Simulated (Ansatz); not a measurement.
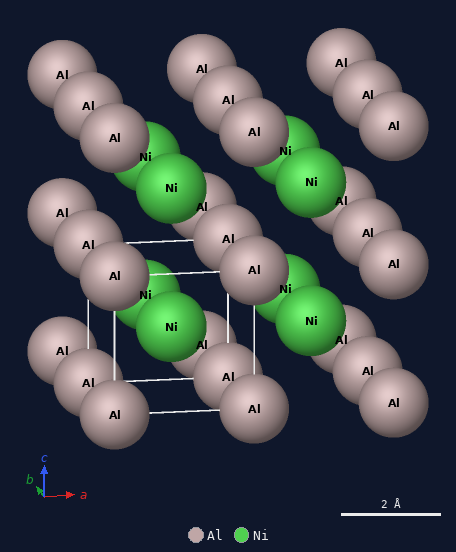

This is crystalline AlNi (set up in Pm-3m). The picture is a spheres-only view of the cell of the calculation, repeated 2 × 2 × 2 with one cell outlined, seen slightly off an axis.

Computed with Ansatz, DFT PBE, scalar-relativistic, plane waves, PAW. (plane-wave cutoff 420 eV; k-point mesh 14 × 14 × 14; occupations gaussian; smearing width 0.1 eV; no spin polarisation)

Change: All lengths are scaled by −2.0 % (volume −6.0 %), the atoms keeping their fractional coordinates. No relaxation follows.

Input file:
```yaml
crystal:
  lattice:
    - [2.8340244393, 0.0, 0.0]
    - [0.0, 2.8340244393, 0.0]
    - [0.0, 0.0, 2.8340244393]
  atoms:
    - { symbol: Al, position: [0.0, 0.0, 0.0] }
    - { symbol: Ni, position: [0.5, 0.5, 0.5] }
basis:
  ecutwfc: 420
kpoints:
  mp_grid: { grid: [14, 14, 14] }
hamiltonian:
  xc: pbe
scf:
  occupations: { method: gaussian, width: 0.1 }
output:
  forces: true
  stress: true
  eigenvalues: true
  write_density: true
  write_potential: true
  elf: true
  volumetric_format: npy
```

Launched with:
```bash
ansatz run input.yaml --threads 1 --pin off --max-ram 2560MiB --backend cpu --events-out ev --progress --plain --runs-dir out
```

**Predict the response.**

The energy rises by 24.3 meV per atom. Pressure: 0.0 GPa before, 11.3 GPa after. All forces vanish by symmetry. Some distances before and after: Al–Ni 2.505 → 2.454 Å. The space group stays Pm-3m (No. 221).

Drawn alike, the variant:

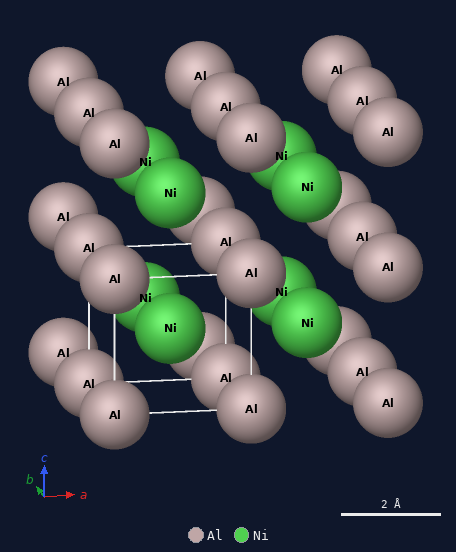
